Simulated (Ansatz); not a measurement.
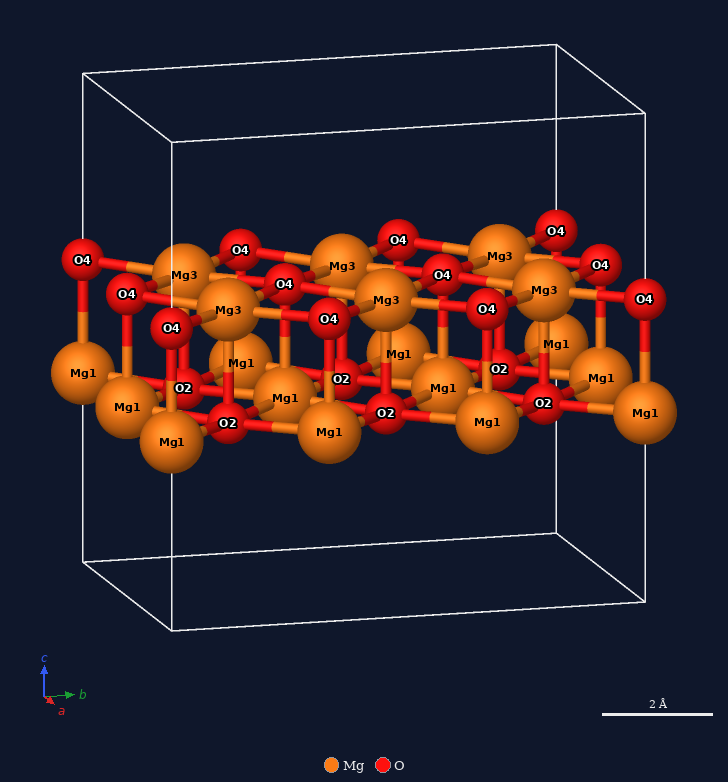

The structure (ball-and-stick view of the 2 × 3 repeat of the cell, with the vacuum cut short, seen slightly off an axis; atoms are numbered from 1 in the order of the input). Near neighbours in the crystal (not all of them lie inside the picture): Mg has 5 O at 2.13 Å; O has 5 Mg at 2.13 Å.

**What a change does: single-point calculation on MgO**

System: MgO (slab, 4 atoms in the cell).
Method of run A: DFT, PBE, PAW with Ansatz's default frozen-core files, scalar-relativistic, no spin polarisation (Ansatz 0.2.0).

Text and figures count atoms from 1; the logs count them from 0 in places.

### Input file, run A
```yaml
crystal:
  lattice:
    - [3.0079491106, 0.0, 0.0]
    - [0.0, 3.0079491106, 0.0]
    - [0.0, 0.0, 18.1269]
  atoms:
    - { symbol: Mg, position: [0.0, 0.0, 0.442961649] }
    - { symbol: O, position: [0.5, 0.5, 0.4396605882] }
    - { symbol: Mg, position: [0.5, 0.5, 0.5570383404] }
    - { symbol: O, position: [0.0, 0.0, 0.5603394224] }
  periodic: [true, true, false]
kpoints:
  mp_grid: { grid: [10, 10, 1] }
scf:
  occupations: { method: fermi_dirac, width: 0.02 }
hamiltonian:
  xc: pbe
  pseudopotentials: { kind: paw }
output:
  forces: true
  stress: true
  eigenvalues: true
```

Command:
```bash
ansatz run input.yaml --threads 1 --pin off --max-ram 3584MiB --backend cpu --events-out ev --progress --plain --runs-dir out
```

Hardware: 1 thread of Intel Xeon @ 2.50GHz (Skylake/Cascade Lake), 32 GiB of memory available, shared host.

### Output, shortened to warnings, some set-up lines, iterations and results (run A)
```
Warning: crystal.periodic: the lattice vector that does not repeat stood 0.000° off the slab's normal, 18.127 Å along it as the deck builds it. The run solves the slab on a vector along the normal, 28.175 Å long, with every atom where it was (on the deck's vector they left 15.94 Å outside them, and the widest stretch free of ions among them is 2.07 Å). A fractional position that the run reports …
Basis set: ecut = 420 eV, 4879 PW (Γ), exchange–correlation on 48×48×384 points (8 copies of the dense FFT grid, shifted against one another)
Symmetry: 16 space group operations
k-points: 21 of 100
Initial density: superposition of atomic densities (neutral atoms: chi_scale 0, normalization atom), corrected by the library's trained network
[...]
SCF iter   1: F=—  HF=-4987.285271 eV  |F-HF|=—  |Δ(HF+E_count)|=         —  Δρ=8.24e-4  dr2=7.45e-4  ethr=1.77e-3  ⟨swp⟩=11.4  Hψ=2902  notcnv=0
SCF iter   2: F=—  HF=-4987.283815 eV  |F-HF|=—  |Δ(HF+E_count)|=   1.46e-3  Δρ=3.57e-4  dr2=1.77e-4  ethr=2.33e-6  ⟨swp⟩=4.2  Hψ=1425  notcnv=0
SCF iter   3: F=—  HF=-4987.284324 eV  |F-HF|=—  |Δ(HF+E_count)|=   5.08e-4  Δρ=1.70e-4  dr2=5.02e-5  ethr=5.54e-7  ⟨swp⟩=3.9  Hψ=858  notcnv=0
SCF iter   4: F=—  HF=-4987.284452 eV  |F-HF|=—  |Δ(HF+E_count)|=   1.29e-4  Δρ=5.47e-5  dr2=7.89e-6  ethr=1.57e-7  ⟨swp⟩=3.2  Hψ=765  notcnv=0
SCF iter   5: F=—  HF=-4987.284464 eV  |F-HF|=—  |Δ(HF+E_count)|=   1.16e-5  Δρ=2.24e-5  dr2=8.37e-7  ethr=2.46e-8  ⟨swp⟩=2.6  Hψ=725  notcnv=0
SCF iter   6: F=-4987.284466 eV  HF=-4987.284466 eV  |F-HF|=8.20e-8  |Δ(HF+E_count)|=   1.88e-6  Δρ=5.97e-6  dr2=6.06e-8  ethr=3.13e-10  ⟨swp⟩=9.8  Hψ=2830  notcnv=0
SCF iter   7: F=-4987.284466 eV  HF=-4987.284466 eV  |F-HF|=2.91e-9  |Δ(HF+E_count)|=   1.04e-7  Δρ=2.33e-6  dr2=8.96e-9  ethr=1.89e-10  ⟨swp⟩=5.8  Hψ=1875  notcnv=0
SCF 1 converged in 7 iterations: F = -4987.284466 eV  dr2 = 8.96e-9
SCF converged after 7 iterations
an eigenvalue changed by more than its tolerance at an iteration that met the thresholds in force, so the SCF went on 1 time: the last check found none over its tolerance
Free energy (F): -4987.284466 eV
Harris-Foulkes:  -4987.284466 eV  (|F-HF|=2.91e-9)
Internal energy: -4987.284466 eV  (E = F + TS)
E sigma→0 (E₀):  -4987.284466 eV
Fermi energy:    -3.600183 eV
--- Per-component energies (eV) ---
  E_band       = -1012.248170
  E_kinetic    = 504.600677
  E_local      = -62302.464509  (includes V_loc(G=0)·N_el)
  E_nonlocal   = 285.437785
  E_hartree    = 30446.385932
  E_xc         = -207.974104
  E_vxc        = -266.249731  (∫ρ·V_xc dr)
  E_paw        = -900.351688  (= ΣΔE_a)
  E_vpaw       = -126.348109  (= ΣTr[D̂ρ^β])
  E_aug_tail   = 0.004889  (compensation charges beyond the density's cutoff)
  E_ewald      = 27187.076553
  E_smearing   = -0.000000  (= −TS)
  E_closure    = -0.000000  (closes the sum)
  Σ components = -4987.284466   (vs F -4987.284466, Δ=0.00e0)
--- Forces (eV/Å), atoms counted from 1 ---
  atom   1  Mg     0.00000000     0.00000000     0.00820164
  atom   2  O      0.00000000     0.00000000     0.00871967
  atom   3  Mg     0.00000000     0.00000000    -0.00820164
  atom   4  O      0.00000000     0.00000000    -0.00871967
  max |Σ_I F_I| component: 1.73e-18 eV/Å
--- 2D stress c σ (N/m, compression-positive) ---
       -6.522457       0.000000       0.000000
        0.000000      -6.522457       0.000000
        0.000000       0.000000       0.000000
  P = ½ c Tr σ = -6.5225 N/m
  ° read free of the cell's end (the report's vacuum.weakly_bound_levels)
```

The input of run B differs as follows (lines with − go, lines with + come):
```diff
+  symmetry: { detect: false }
-  mp_grid: { grid: [10, 10, 1] }
+  mp_grid: { grid: [10, 10, 1], shift: [0.5, 0.5, 0.0] }
```

How does run B compare with run A?

The free energy of run B is 0.01 meV per atom lower, which measures how much it depends on this numerical setting. The gap on the mesh goes from 3.30 to 3.53 eV. The number of SCF iterations is the same. The irreducible k-points go from 21 to 50. On the same kind of shared host run B took about 3.1 times as long.

### Output, shortened to warnings, some set-up lines, iterations and results (run B)
```
Warning: crystal.periodic: the lattice vector that does not repeat stood 0.000° off the slab's normal, 18.127 Å along it as the deck builds it. The run solves the slab on a vector along the normal, 28.175 Å long, with every atom where it was (on the deck's vector they left 15.94 Å outside them, and the widest stretch free of ions among them is 2.07 Å). A fractional position that the run reports …
Basis set: ecut = 420 eV, 4879 PW (Γ), exchange–correlation on 48×48×384 points (8 copies of the dense FFT grid, shifted against one another)
Symmetry: 1 space group operations
k-points: 50 of 100 (time reversal used)
Initial density: superposition of atomic densities (neutral atoms: chi_scale 0, normalization atom), corrected by the library's trained network
[...]
SCF iter   1: F=—  HF=-4987.284961 eV  |F-HF|=—  |Δ(HF+E_count)|=         —  Δρ=8.35e-4  dr2=7.87e-4  ethr=1.77e-3  ⟨swp⟩=11.8  Hψ=6912  notcnv=0
SCF iter   2: F=—  HF=-4987.283875 eV  |F-HF|=—  |Δ(HF+E_count)|=   1.09e-3  Δρ=3.60e-4  dr2=1.94e-4  ethr=2.46e-6  ⟨swp⟩=4.4  Hψ=3343  notcnv=0
SCF iter   3: F=—  HF=-4987.284331 eV  |F-HF|=—  |Δ(HF+E_count)|=   4.56e-4  Δρ=1.58e-4  dr2=3.73e-5  ethr=6.07e-7  ⟨swp⟩=3.9  Hψ=1997  notcnv=0
SCF iter   4: F=—  HF=-4987.284504 eV  |F-HF|=—  |Δ(HF+E_count)|=   1.74e-4  Δρ=6.59e-5  dr2=1.14e-5  ethr=1.16e-7  ⟨swp⟩=3.7  Hψ=2176  notcnv=0
SCF iter   5: F=—  HF=-4987.284513 eV  |F-HF|=—  |Δ(HF+E_count)|=   8.94e-6  Δρ=2.41e-5  dr2=9.86e-7  ethr=3.56e-8  ⟨swp⟩=2.6  Hψ=1749  notcnv=0
SCF iter   6: F=-4987.284515 eV  HF=-4987.284515 eV  |F-HF|=1.03e-7  |Δ(HF+E_count)|=   2.00e-6  Δρ=5.34e-6  dr2=5.00e-8  ethr=3.13e-10  ⟨swp⟩=9.9  Hψ=6686  notcnv=0
SCF iter   7: F=-4987.284515 eV  HF=-4987.284515 eV  |F-HF|=2.40e-9  |Δ(HF+E_count)|=   1.21e-7  Δρ=2.55e-6  dr2=1.28e-8  ethr=1.56e-10  ⟨swp⟩=6.5  Hψ=4632  notcnv=0
SCF 1 converged in 7 iterations: F = -4987.284515 eV  dr2 = 1.28e-8
SCF converged after 7 iterations
an eigenvalue changed by more than its tolerance at an iteration that met the thresholds in force, so the SCF went on 1 time: the last check found none over its tolerance
Free energy (F): -4987.284515 eV
Harris-Foulkes:  -4987.284515 eV  (|F-HF|=2.40e-9)
Internal energy: -4987.284515 eV  (E = F + TS)
E sigma→0 (E₀):  -4987.284515 eV
Fermi energy:    -3.554985 eV
--- Per-component energies (eV) ---
  E_band       = -1012.248948
  E_kinetic    = 504.599499
  E_local      = -62302.461949  (includes V_loc(G=0)·N_el)
  E_nonlocal   = 285.438460
  E_hartree    = 30446.383611
  E_xc         = -207.973857
  E_vxc        = -266.249413  (∫ρ·V_xc dr)
  E_paw        = -900.351721  (= ΣΔE_a)
  E_vpaw       = -126.348141  (= ΣTr[D̂ρ^β])
  E_aug_tail   = 0.004889  (compensation charges beyond the density's cutoff)
  E_ewald      = 27187.076553
  E_smearing   = -0.000000  (= −TS)
  E_closure    = 0.000000  (closes the sum)
  Σ components = -4987.284515   (vs F -4987.284515, Δ=0.00e0)
--- Forces (eV/Å), atoms counted from 1 ---
  atom   1  Mg    -0.00000017     0.00000004     0.00819824
  atom   2  O      0.00000054    -0.00000018     0.00869207
  atom   3  Mg     0.00000025    -0.00000001    -0.00812829
  atom   4  O     -0.00000062    -0.00000001    -0.00876289
  max |Σ_I F_I| component: 8.81e-7 eV/Å
--- 2D stress c σ (N/m, compression-positive) ---
       -6.522813      -0.000001      -0.000000
       -0.000001      -6.522814       0.000000
        0.000000       0.000000       0.000000
  P = ½ c Tr σ = -6.5228 N/m
  ° read free of the cell's end (the report's vacuum.weakly_bound_levels)
```

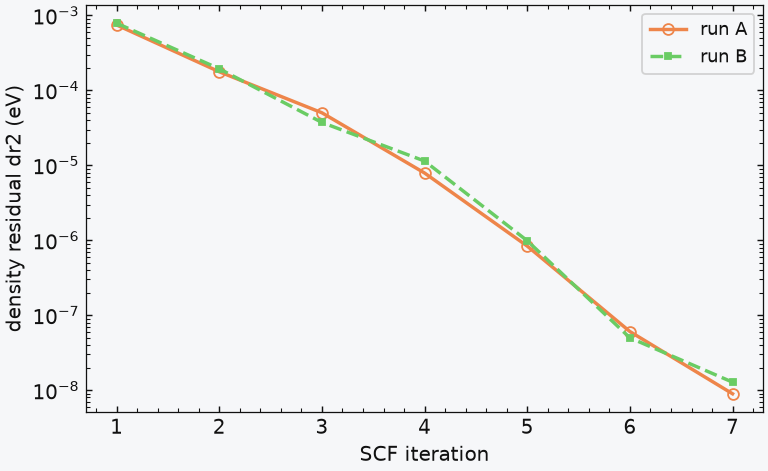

Convergence of the two runs: density residual dr2 against the SCF iteration. Run A takes 7 iterations in all, and run B takes 7.

### The two runs side by side

| quantity | run A | run B |
| --- | --- | --- |
| outcome | converged | converged |
| free energy per atom (eV) | −1246.8211 | −1246.8211 |
| gap on the mesh (eV) | 3.30 | 3.53 |
| largest force (eV/Å) | 0.009 | 0.009 |
| SCF iterations | 7 | 7 |
| irreducible k-points | 21 | 50 |
| plane waves at Γ | 4879 | 4879 |
| wall time (shared host) | 8.2 s | 26 s |
